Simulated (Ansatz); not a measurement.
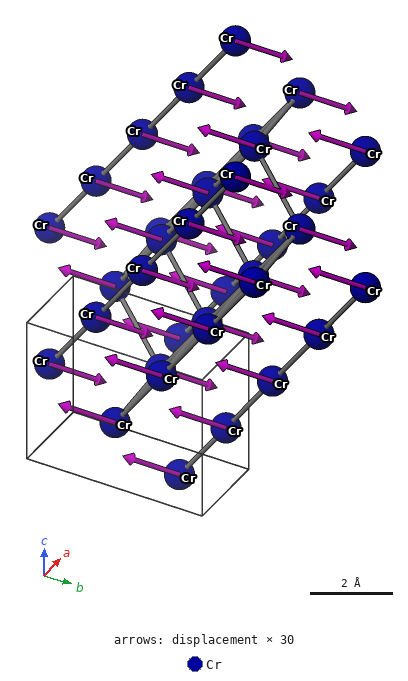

This is a relaxation of a crystal of Cr (set up in Cmcm). The starting structure is drawn; purple arrows show the displacements (the part carried along by the change of the cell is left out), 30 times their true length.

A ball-and-stick model of the conventional cell (2 times the calculation's cell), repeated 4 × 1 × 2 with one cell outlined, seen from a free direction. Lengths and directions refer to the drawn axes.

The run lets cell and atoms move.

Method: Kohn-Sham DFT of a periodic cell, PBEsol with D4, Ansatz PAW (Ansatz).

The input:
```yaml
crystal:
  lattice:
    - [1.147050505, -2.46702512, 0.0]
    - [1.147050505, 2.46702512, 0.0]
    - [0.0, 0.0, 4.06431074]
  atoms:
    - { symbol: Cr, position: [0.87053258, 0.12946742, 0.75], spin: 3.0 }
    - { symbol: Cr, position: [0.12946742, 0.87053258, 0.25], spin: 3.0 }
hamiltonian:
  xc: pbesol
  pseudopotentials: { kind: paw }
  dispersion: d4
magnetization:
  spin_polarized: true
kpoints:
  mp_grid: { grid: [10, 10, 5] }
scf:
  occupations: { method: fermi_dirac, width: 0.05 }
output:
  forces: true
  stress: true
  eigenvalues: true
  write_density: true
  write_potential: true
  elf: true
  volumetric_format: npy
relax:
  f_tol: 0.01
  max_steps: 40
  cell: { stress_tol: 0.05 }
```

Command:
```bash
ansatz run input.yaml --threads 2 --pin off --max-ram 5632MiB --backend cpu --events-out ev --progress --plain --runs-dir out
```

Question: What happened in the run?

Answer: After 7 accepted moves (9 points after the start) the energy has fallen by 16.3 meV per atom. Largest force component: 0.19 eV/Å at the start, under 0.0001 eV/Å at the end. Pressure: −5.25 GPa at the start and 0.00 GPa at the end. The SCF was repeated twice at an unchanged geometry on a basis and grid sized afresh for the cell, which shifted the energy by 0.1 meV per atom at most. The largest moves relative to the cell, 0.054 Å, are those of Cr atoms. Cell: a 2.294 → 2.253 Å (−1.8 %), b 4.934 → 4.805 Å (−2.6 %), c 4.064 → 4.162 Å (+2.4 %). Volume −2.1 %. Near-neighbour distances that change, for instance: Cr–Cr 2.400 → 2.482 Å, Cr–Cr 2.721 → 2.653 Å, Cr–Cr 2.294 → 2.253 Å, Cr–Cr 2.619 → 2.589 Å. The space group stays Cmcm (No. 63). The program noted that the starting moments weren't kept.

Limits of the set-up: only the magnetic order of this start and cell was tried (total moment 0.0 μB per cell).
